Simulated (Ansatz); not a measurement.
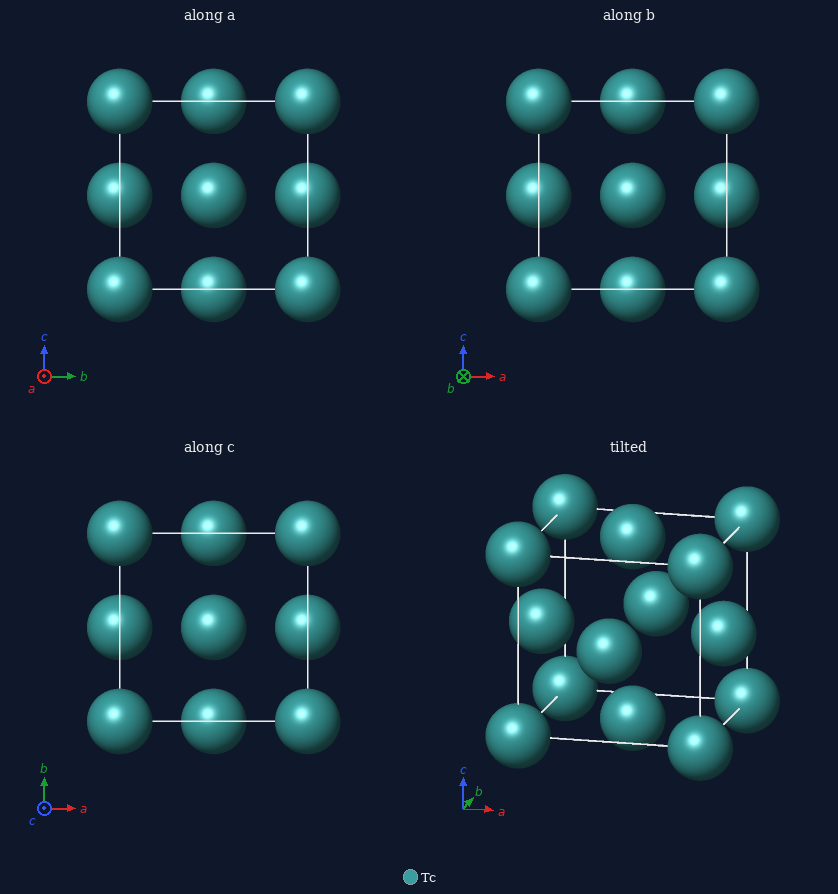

Shown here is a spheres-only view of the crystal, taken along the a axis, along the b axis, along the c axis and slightly off an axis. Atoms at the boundary of the conventional unit cell (the box) are drawn once for each face, edge or corner they touch.

Lattice parameters: a = 3.852 Å, b = 3.852 Å, c = 3.852 Å, α = 90.00°, β = 90.00°, γ = 90.00°.

Q: Turn the picture into a table of Wyckoff sites.

A: Space group Fm-3m (No. 225).
| atom | site | x | y | z |
| --- | --- | --- | --- | --- |
| Tc | 4a | 0.0000 | 0.0000 | 0.0000 |

The model was built from a structure type filled with this element by a generator (whether the element takes this form wasn't checked). Earlier steps of the study may have refined or changed the cell and positions. It was run through Ansatz as a DFT input.

At this level of theory the cell isn't at rest (compressed, at 5 GPa), so its distances can differ from those at equilibrium, the more so the softer the solid.
